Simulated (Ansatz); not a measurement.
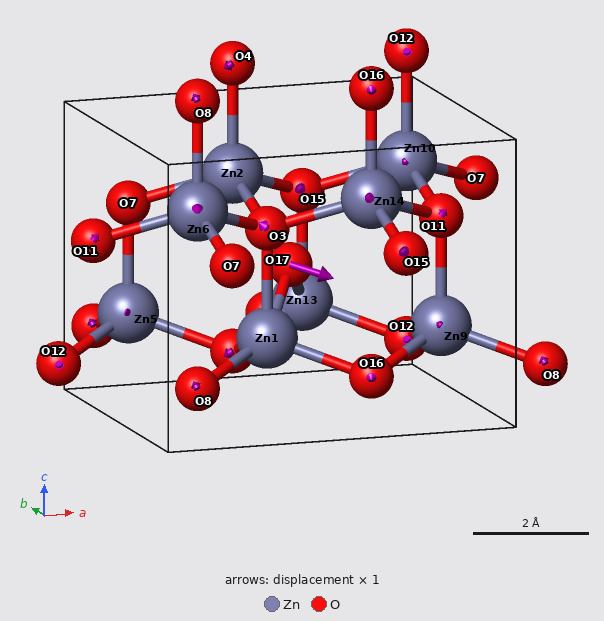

This is a relaxation of a defect cell of composition Zn8O9. The starting structure is drawn; purple arrows show the displacements, at their true length.

The picture is a ball-and-stick view of the cell of the calculation (origin shifted), seen slightly off an axis.

It is an interstitial O in P6_3mc ZnO. The run prepares an end point of a later path (interstitial hop) calculation, from a guessed geometry.

The calculation used DFT PBEsol, scalar-relativistic, plane waves, PAW in Ansatz 0.2.0.

Input
```yaml
crystal:
  lattice:
    - [-3.219, -5.575472, 0.0]
    - [4.8285, -2.787736, 0.0]
    - [0.0, 0.0, 5.1489]
  atoms:
    - { symbol: Zn, position: [0.49999996, 0.33333331, 0.0] }
    - { symbol: Zn, position: [0.49999995, 0.66666663, 0.5] }
    - { symbol: O, position: [0.49999996, 0.33333331, 0.3816] }
    - { symbol: O, position: [0.49999995, 0.66666663, 0.8816] }
    - { symbol: Zn, position: [0.24999996, 0.83333331, 0.0] }
    - { symbol: Zn, position: [0.24999998, 0.16666665, 0.5] }
    - { symbol: O, position: [0.24999996, 0.83333331, 0.3816] }
    - { symbol: O, position: [0.24999998, 0.16666665, 0.8816] }
    - { symbol: Zn, position: [-1.0e-08, 0.33333333, 0.0] }
    - { symbol: Zn, position: [-2.0e-08, 0.66666665, 0.5] }
    - { symbol: O, position: [-1.0e-08, 0.33333333, 0.3816] }
    - { symbol: O, position: [-2.0e-08, 0.66666665, 0.8816] }
    - { symbol: Zn, position: [0.74999993, 0.83333329, 0.0] }
    - { symbol: Zn, position: [0.74999995, 0.16666663, 0.5] }
    - { symbol: O, position: [0.74999993, 0.83333329, 0.3816] }
    - { symbol: O, position: [0.74999995, 0.16666663, 0.8816] }
    - { symbol: O, position: [0.63814484, 0.57445762, 0.19058216], spin: 1.0 }
magnetization:
  spin_polarized: true
basis:
  ecutwfc: 420.0
kpoints:
  mp_grid: { grid: [2, 2, 2] }
hamiltonian:
  xc: pbesol
scf:
  occupations: { method: fermi_dirac, width: 0.05 }
  lower_state_search: "off"
relax:
  f_tol: 0.03
  max_steps: 60
  adjacent_minimum: "off"
output:
  write_density: true
  write_potential: true
  elf: true
  volumetric_format: npy
```

Command:
```bash
ansatz run input.yaml --threads 2 --pin off --max-ram 5120MiB --backend cpu --events-out ev --progress --plain --runs-dir out
```

**Which element moves most?**

Oxygen: up to 0.82 Å, against 0.18 Å for zinc.

**Describe the change and its energy.**

Over 6 geometry steps the energy falls by 2.328 eV per cell of the calculation. The largest force component goes from 3.7 to 0.017 eV/Å. O17 moves most: 0.82 Å along [3 −2 −1]. By element the largest moves are O 0.82 Å, Zn 0.18 Å. The cell stays as it was. Near-neighbour distances that change, for instance: Zn9–O17 2.863 → 1.952 Å, Zn2–O17 1.896 → 2.517 Å, Zn1–O16 1.956 → 2.056 Å, Zn13–O15 1.965 → 2.052 Å. New bonds form, among them: Zn9–O17 (2.86 → 1.95 Å). Bonds break, among them: Zn2–O17 (1.90 → 2.52 Å). Among the angles between lasting bonds that change: O16–Zn13–O17 152.7° → 175.9°, O8–Zn1–O17 152.7° → 174.8°, O16–Zn1–O17 96.5° → 75.3°.

Limits of the set-up: the k-point mesh is coarse for a cell with partly filled bands; the periodic images lie only 5.1 Å apart, so the values are limited by the cell's size.
